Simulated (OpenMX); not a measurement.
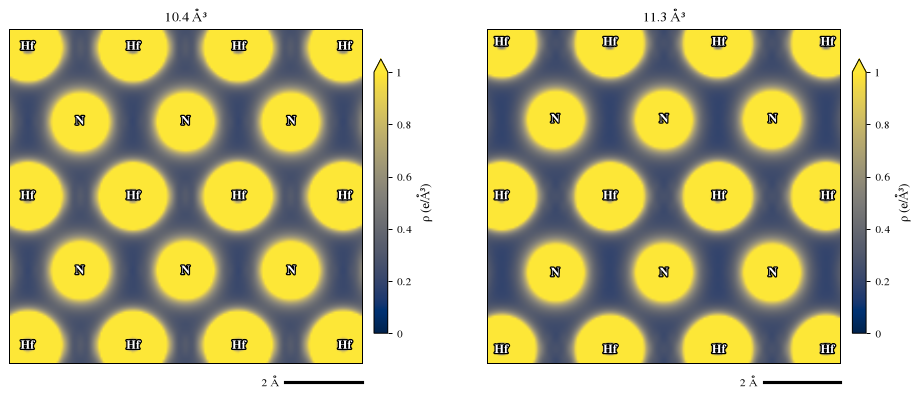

HfN. The valence pseudo-density of cells scaled evenly to different volumes (given per atom above each panel), on the (101) plane of each (indices in the axes of the cell below), at one length scale and on one colour scale.

A generated structure, not necessarily the stable one.

Computed with OpenMX 3.8.5, Kohn-Sham DFT of a periodic cell, PBE, OpenMX 2013 PBE set.

The largest cell:

```
Hf N
1.0
     2.82503    0.00000    0.00000
     0.00000    2.82503    0.00000
     0.00000    0.00000    2.82503
Hf N
1 1
Direct
  0.50000 0.50000 0.50000
  0.00000 0.00000 0.00000
```

| volume (Å³/atom) | Hf–N contact in the plane (Å) | ρ at its midpoint (e/Å³) | pressure (GPa) | 
| --- | --- | --- | --- |
| 10.37 | 2.379 | 0.377 | 19.6 | 
| 10.82 | 2.413 | ? | ? | 
| 11.27 | 2.447 | 0.330 | −2.4 | 

> Estimate the missing row, and compare with the calculation.

Over the known rows ln ρ falls by 1.96 per Å of Hf–N distance (the line through the two), which gives 0.353 e/Å³ at 2.413 Å; the calculation gives 0.352 e/Å³. For the pressure, a straight line in volume between the neighbouring rows gives 8.6 GPa; the calculation gives 7.3, lower because pressure rises ever faster on compression.
